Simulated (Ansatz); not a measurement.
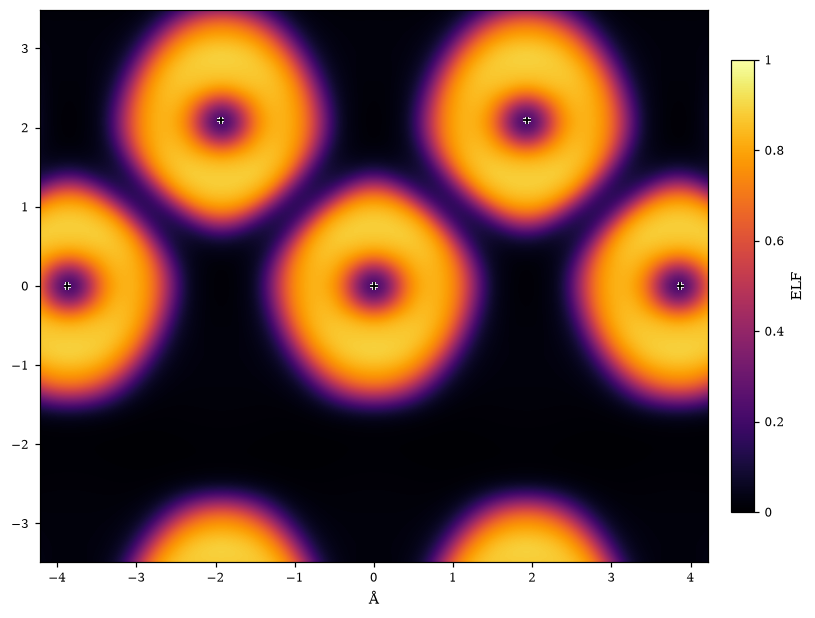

The electron localisation function on a plane through atoms (crosses mark nuclei in the plane).

Method: DFT, PBE, PAW with Ansatz's default frozen-core files, scalar-relativistic in Ansatz.

Candidates:
A. Cl, a = 3.62 Å, b = 3.62 Å, c = 3.87 Å, α = 90.00°, β = 90.00°, γ = 120.00°. Space group P6₃/mmc.
B. Sc, a = 4.50 Å, b = 4.50 Å, c = 4.50 Å, α = 90.00°, β = 90.00°, γ = 90.00°. Space group Fm-3m; computed pressure about 5 GPa in this cell; computed without spin polarisation.
C. C, a = 2.37 Å, b = 2.37 Å, c = 2.37 Å, α = 90.00°, β = 90.00°, γ = 90.00°. Space group Im-3m; a generated structure, not necessarily the stable one.

Which candidate gave the map?

Answer. Candidate A: Cl on the (110) plane of the conventional cell, which holds Cl. Cl–Cl (2.85 Å): the ELF peaks at about 0.85 in the valence shell of Cl, 0.7 Å from its nucleus, and drops to about 0.15 between the two atoms.
